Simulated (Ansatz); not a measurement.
```cif
data_structure
_symmetry_space_group_name_H-M 'P 1'
_symmetry_Int_Tables_number 1
_cell_length_a 7.3980
_cell_length_b 7.3980
_cell_length_c 11.0000
_cell_angle_alpha 90.000
_cell_angle_beta 90.000
_cell_angle_gamma 120.000
_cell_volume 521.38
loop_
_atom_site_label
_atom_site_type_symbol
_atom_site_fract_x
_atom_site_fract_y
_atom_site_fract_z
_atom_site_occupancy
C1 C 0.98398 0.99244 0.08628 1
C2 C 0.20684 0.10287 0.08484 1
C3 C 0.98399 0.32484 0.08627 1
C4 C 0.20685 0.43727 0.08482 1
C5 C 0.98151 0.65740 0.09209 1
C6 C 0.20601 0.76965 0.13014 1
C7 C 0.31858 0.99439 0.09272 1
C8 C 0.53886 0.10285 0.08447 1
C9 C 0.31768 0.32549 0.07986 1
C10 C 0.53984 0.43656 0.07900 1
C11 C 0.31859 0.65749 0.09269 1
C12 C 0.53886 0.76929 0.08446 1
C13 C 0.65155 0.99242 0.08602 1
C14 C 0.87323 0.10326 0.08560 1
C15 C 0.65081 0.32559 0.07948 1
C16 C 0.87358 0.43749 0.08440 1
C17 C 0.65081 0.65852 0.07948 1
C18 C 0.87358 0.76939 0.08440 1
O1 O 0.19239 0.76272 0.26642 1
H1 H 0.33502 0.83598 0.29746 1
```

PAW files of the earlier set (soft_1); the program warned that a starting moment wasn't kept; spin-polarised, but the moments vanished.

All numbers below come from DFT PBE, scalar-relativistic, plane waves, PAW (Ansatz 0.2.0).

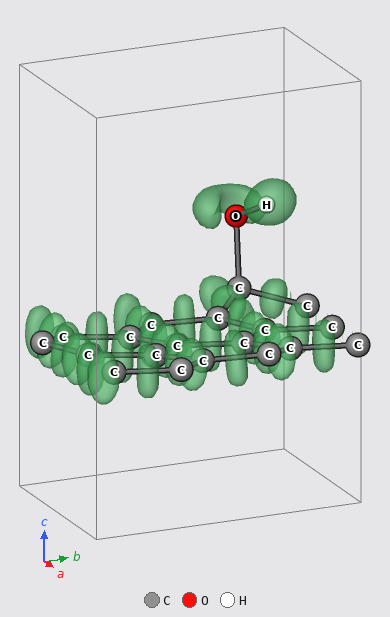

HC18O (slab). Isosurface of the electron localisation function at 0.85 (green), seen slightly off an axis. Core shells and regions of very low density are left out. Sticks mark near contacts.

Core electrons are frozen (PAW), and the valence fields are smoothed inside the atomic spheres.

What do the ELF domains correspond to?

Answer. The surface consists of 27 regions between bonded C–C atoms (shared pairs), one region around a hydrogen nucleus and one lobe on O, pointing away from the bonds (lone pairs, which may merge into one lobe), counted in one cell of 20 atoms. Counts are for one cell; the picture repeats the cell along the surface.

Values along the shortest contacts:
O–H (0.98 Å): the ELF climbs to about 1 towards the hydrogen, as it does in any bond to H (a covalent bond by its length). C–C (1.41 Å): the ELF peaks at about 0.95 between the atoms: localised, covalent bonding.
